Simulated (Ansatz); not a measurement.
Al2Ru: geometry relaxation (part 1 of 2)

- system: Al2Ru (3 atoms in the cell)
- method: DFT PBEsol, scalar-relativistic, plane waves, PAW, PAW set soft_1, no spin polarisation (Ansatz 0.2.0)

The structure derives from a Materials Project entry.

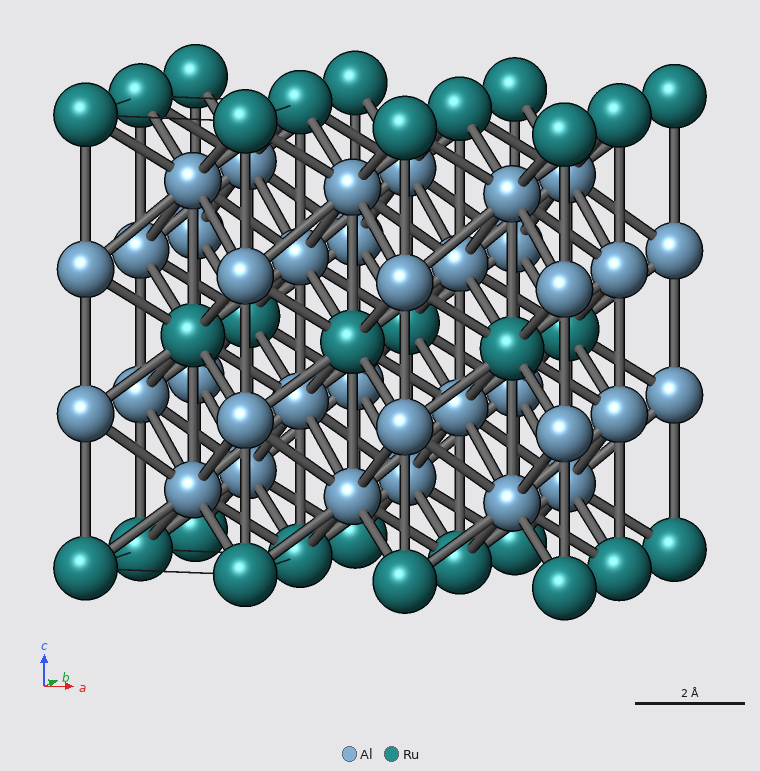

Figure 1. The input geometry (ball-and-stick view of the cell 2 times as large as that of the calculation, set on its symmetry axes, repeated 3 × 2 × 1, seen slightly off an axis).

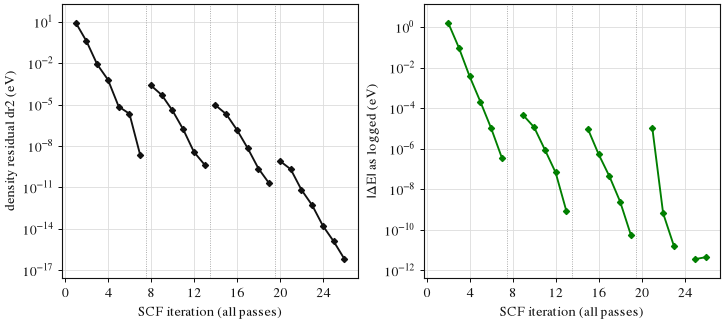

Figure 2. Convergence of the self-consistent field: density residual dr2 and size of the energy change against the SCF iteration. The dotted lines part the SCF passes of the relaxation: geometry steps, rejected trials and re-solves on a re-selected basis. The passes take 7, 6, 6 and 7 iterations.

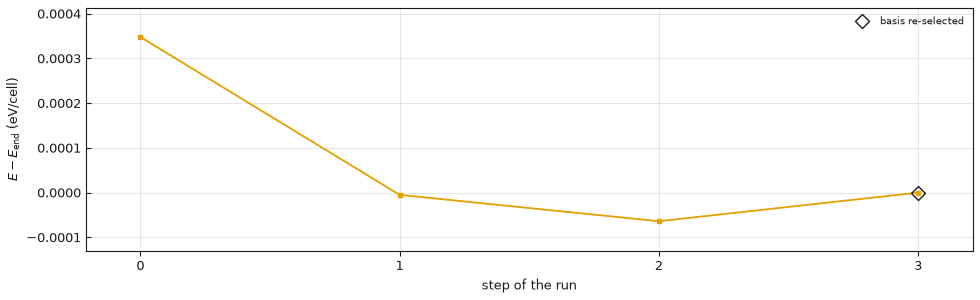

Figure 3. Progress of the relaxation, step by step (the first geometry is step 0 here and step 1 in the log). The energy falls by 0.4 meV per cell of the calculation in 2 geometry steps. Largest force component: 0.049 eV/Å at the start, 0.002 eV/Å at the end. Pressure: −0.46 GPa at the start and −0.01 GPa at the end. No atom moves by more than 0.005 Å relative to the cell. The volume changes by −0.2 %, with a = b stay at 3.121 Å, c 8.444 → 8.422 Å (−0.3 %). Distances before and after: Al1–Al2 2.688 → 2.680 Å, Al1–Ru3 2.878 → 2.871 Å. The space group stays I4/mmm (No. 139). A last SCF at the same geometry on a re-selected plane-wave basis shifts the energy by +0.1 meV per cell of the calculation. (Atoms are counted from 1 in the order of the input.)

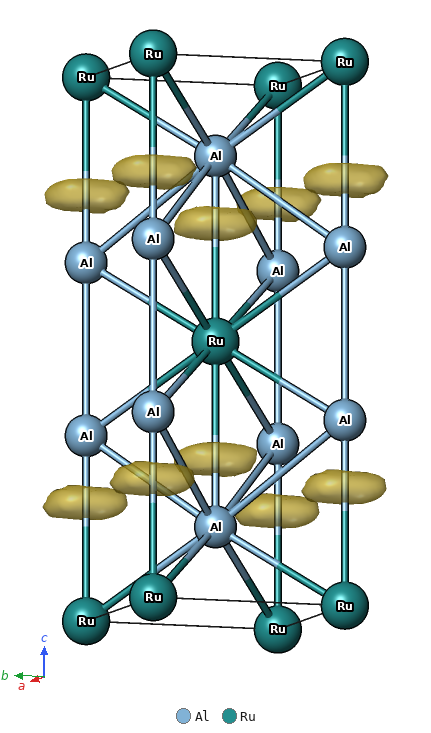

Figure 4. Isosurface of the electron localisation function at 0.65 (yellow), seen at an oblique angle. Core shells and regions of very low density are left out. Sticks mark near contacts. The outline is the cell set on symmetry axes. Values along the shortest contacts: Al–Ru (2.58 Å): the ELF is about 0.40 at the midpoint (no localised pair between them). Al–Al (2.68 Å): the ELF is about 0.45 at the midpoint (no shared electron pair). The fields are those of the smooth PAW valence density.

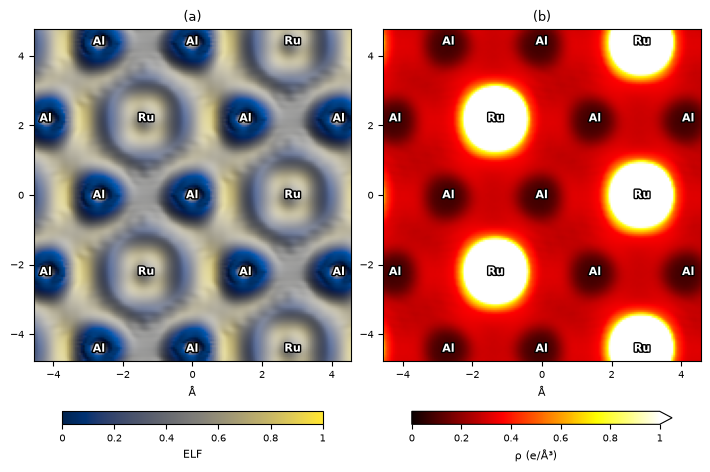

Figure 5. (a) ELF; (b) valence electron density on the (110) plane of the conventional cell. Atoms in the plane: Al and Ru. Al–Ru (2.58 Å): ρ is about 0.37 e/Å³ halfway; the ELF is about 0.40 at the midpoint; no localised pair between them. Al–Al (2.68 Å): ρ is about 0.24 e/Å³ halfway; the ELF is about 0.45 at the midpoint (no shared electron pair). Al–Ru (2.87 Å): ρ at the midpoint is about 0.3 e/Å³; the ELF is about 0.50 at the midpoint; no shared electron pair. Away from the nuclei the density in this plane falls to 0.22 e/Å³ at its lowest. The strong features right at Ru lie inside the PAW spheres (semicore, d or f shells) and say nothing about bonding.

These pictures come from the run below.

Input:
```yaml
crystal:
  lattice:
    - [-1.56042162, 1.56042162, 4.22180559]
    - [1.56042162, -1.56042162, 4.22180559]
    - [1.56042162, 1.56042162, -4.22180559]
  atoms:
    - { symbol: Al, position: [0.65920219, 0.65920219, 0.0] }
    - { symbol: Al, position: [0.34079781, 0.34079781, 0.0] }
    - { symbol: Ru, position: [0.0, 0.0, 0.0] }
basis:
  ecutwfc: 420
kpoints:
  mp_grid: { grid: [18, 18, 18] }
hamiltonian:
  xc: pbesol
  pseudopotentials: { kind: paw, azcp: { folder: soft_1 } }
scf:
  occupations: { method: gaussian, width: 0.1 }
output:
  forces: true
  stress: true
  eigenvalues: true
  write_density: true
  write_potential: true
  elf: true
  volumetric_format: npy
relax:
  adjacent_minimum: "off"
  f_tol: 0.005
  max_steps: 80
  cell: { stress_tol: 0.05 }
```

Launched with:
```bash
ansatz run input.yaml --threads 4 --pin off --max-ram 8192MiB --backend cpu --events-out ev --progress --plain --runs-dir out
```

What the program printed:
```
Warning: [file] the record states the generating functional pbe (its physics header spells it `PBE`), which answers neither for hamiltonian.xc's functional nor for the pbesol family's — results may be inconsistent (PPs are generated against a specific XC)
Warning: [file] the record states the generating functional pbe (its physics header spells it `PBE`), which answers neither for hamiltonian.xc's functional nor for the pbesol family's — results may be inconsistent (PPs are generated against a specific XC)
Engine: ansatz 0.2.0, aarch64-unknown-linux-gnu
Pseudopotentials: kind: paw
Pseudopotential: Al, paw, valence charge 3, recommended cutoff 420 eV (normal), [file]
Pseudopotential: Ru, paw, valence charge 16, recommended cutoff 420 eV (normal), [file]
Functional definition: PBEsol
  exchange = pbesol_x
  correlation = pbesol_c
Crystal: 3 atoms, lattice volume = 41.119 Å³
Basis set: ecut = 420 eV, 795 PW (Γ), exchange–correlation on 64×64×64 points (8 copies of the dense FFT grid, shifted against one another)
Bands: 15, of which v1, the nominal top of the filled ones, is band 11 counted from 1 (10 counted from 0)
Symmetry: 16 space group operations
Space group: I4/mmm (ITA 139), of the structure as read, at distance tolerance 3.5e-5 Å
k-points: 480 of 5832
Non-local potential: Al, projectors of the file, l = 0: 2, l = 1: 2, l = 2: 1
Non-local potential: Ru, projectors of the file, l = 0: 3, l = 1: 2, l = 2: 2, l = 3: 1
PAW form: soft (Blöchl's): semilocal exchange-correlation on the pseudo side does not see the compensation charge
PAW frozen core: Al, regenerated for the run's functional, and the local potential with it (the file was generated under x = pbe(κ = 0.804, μ = 0.2195149727645171), c = pbe(β = 0.06672455060314922))
PAW frozen core: Ru, regenerated for the run's functional, and the local potential with it (the file was generated under x = pbe(κ = 0.804, μ = 0.2195149727645171), c = pbe(β = 0.06672455060314922))
PAW one-centre angular grid: Al, 110 points (default); XC on 64 Gauss nodes
PAW one-centre angular grid: Ru, 590 points (default); XC on 64 Gauss nodes
Initial density: superposition of atomic densities (chi_scale 0.1, normalization cell, long waves kept (reshape's long-wave potential 0.00 eV rms))
Initial wavefunctions: pseudopotential atomic-orbital guess
Functional: x = pbesol(κ = 0.804, μ = 0.12345679012345678), c = pbesol(β = 0.046)
SCF iter   1: F=—  HF=-6869.373087 eV  |F-HF|=—  |Δ(HF+E_count)|=         —  Δρ=1.26e-1  dr2=8.79e0  ethr=3.10e-3  ⟨swp⟩=5.2  Hψ=36878  notcnv=0
preconditioner: auto → none  [insulator: Δε(μ)=0.363 eV  Ē_g=7.330 eV  σ=0.100 eV  W_gap=0.99  n_scr=10 (ndim 8)  ℏωp=21.7 eV  f_vac=0.000  D(μ)=0.00/eV (n_scr^D=0)  ε∞_Penn≈9.7]
SCF iter   2: F=—  HF=-6867.719601 eV  |F-HF|=—  |Δ(HF+E_count)|=    1.65e0  Δρ=3.14e-2  dr2=3.99e-1  ethr=3.10e-3  ⟨swp⟩=2.0  Hψ=18116  notcnv=0
SCF iter   3: F=—  HF=-6867.623195 eV  |F-HF|=—  |Δ(HF+E_count)|=   9.64e-2  Δρ=6.78e-3  dr2=8.26e-3  ethr=1.81e-3  ⟨swp⟩=2.1  Hψ=11036  notcnv=0
SCF iter   4: F=—  HF=-6867.619482 eV  |F-HF|=—  |Δ(HF+E_count)|=   3.71e-3  Δρ=9.20e-4  dr2=6.41e-4  ethr=3.76e-5  ⟨swp⟩=2.2  Hψ=13620  notcnv=0
SCF iter   5: F=—  HF=-6867.619271 eV  |F-HF|=—  |Δ(HF+E_count)|=   2.10e-4  Δρ=1.99e-4  dr2=7.24e-6  ethr=2.91e-6  ⟨swp⟩=2.1  Hψ=9807  notcnv=0
SCF iter   6: F=—  HF=-6867.619261 eV  |F-HF|=—  |Δ(HF+E_count)|=   1.04e-5  Δρ=6.78e-5  dr2=2.19e-6  ethr=3.29e-8  ⟨swp⟩=2.0  Hψ=12202  notcnv=0
SCF iter   7: F=-6867.619260 eV  HF=-6867.619260 eV  |F-HF|=1.62e-10  |Δ(HF+E_count)|=   3.59e-7  Δρ=4.17e-6  dr2=2.24e-9  ethr=4.55e-10  ⟨swp⟩=6.0  Hψ=41781  notcnv=0
SCF 1 converged in 7 iterations: F = -6867.619260 eV  dr2 = 2.24e-9
  greatest PAW one-centre occupation: 1.000 electrons in one spin orbital (limit 2), on the Ru atom at site 2 (counted from 0), in its partial waves of l = 0
relax step   1: F+E_penalty+E_count = -6867.61926037 eV  Δ(F+E_penalty+E_count) = +0.000e0 eV  max|allowed force component| = 4.941e-2 eV/Å  Δτ_max = 0.0000 Å  P = -0.461 GPa  Ω = 41.119 Å³  (7 SCF iters, dr2 threshold 1.00e-7 eV, accepted)
Crystal: 3 atoms, lattice volume = 41.013 Å³
Initial density: handed on by an earlier stage of this run
Initial wavefunctions: those handed on with the density
iter 1 solved again at ethr=1.07e-6 eV; its pass at ethr=3.10e-3 eV (dr2=2.36e-4 eV) is discarded
SCF iter   1: F=—  HF=-6867.619670 eV  |F-HF|=—  |Δ(HF+E_count)|=         —  Δρ=6.46e-4  dr2=2.45e-4  ethr=1.07e-6  ⟨swp⟩=2.0  Hψ=40891  notcnv=0
preconditioner: auto → Kerker (q_TF=auto, 2.459 Å⁻¹)  [metal: Δε(μ)=0.008 eV  Ē_g=7.341 eV  σ=0.100 eV  W_gap=0.04  n_scr=10 (ndim 8)  ℏωp=21.7 eV  f_vac=0.000  D(μ)=0.26/eV (n_scr^D=0)]
SCF iter   2: F=—  HF=-6867.619626 eV  |F-HF|=—  |Δ(HF+E_count)|=   4.42e-5  Δρ=2.82e-4  dr2=5.07e-5  ethr=1.07e-6  ⟨swp⟩=1.0  Hψ=7200  notcnv=0
SCF iter   3: F=—  HF=-6867.619614 eV  |F-HF|=—  |Δ(HF+E_count)|=   1.15e-5  Δρ=6.82e-5  dr2=3.78e-6  ethr=2.30e-7  ⟨swp⟩=1.0  Hψ=7204  notcnv=0
iter 4 did not close the SCF: its close was put off for the readings that it lacked (scf_convergence_deferred on its scf_iter line)
SCF iter   4: F=-6867.619613 eV  HF=-6867.619613 eV  |F-HF|=1.21e-7  |Δ(HF+E_count)|=   9.01e-7  Δρ=1.86e-5  dr2=1.63e-7  ethr=1.72e-8  ⟨swp⟩=2.0  Hψ=8431  notcnv=0
iter 5 did not close the SCF: its close was put off for the readings that it lacked (scf_convergence_deferred on its scf_iter line)
SCF iter   5: F=-6867.619613 eV  HF=-6867.619613 eV  |F-HF|=1.72e-9  |Δ(HF+E_count)|=   6.75e-8  Δρ=3.66e-6  dr2=3.74e-9  ethr=7.41e-10  ⟨swp⟩=2.0  Hψ=11843  notcnv=0
SCF iter   6: F=-6867.619613 eV  HF=-6867.619613 eV  |F-HF|=3.68e-10  |Δ(HF+E_count)|=  8.52e-10  Δρ=1.02e-6  dr2=4.37e-10  ethr=1.70e-11  ⟨swp⟩=4.5  Hψ=35568  notcnv=0
SCF 2 converged in 6 iterations: F = -6867.619613 eV  dr2 = 4.37e-10
```
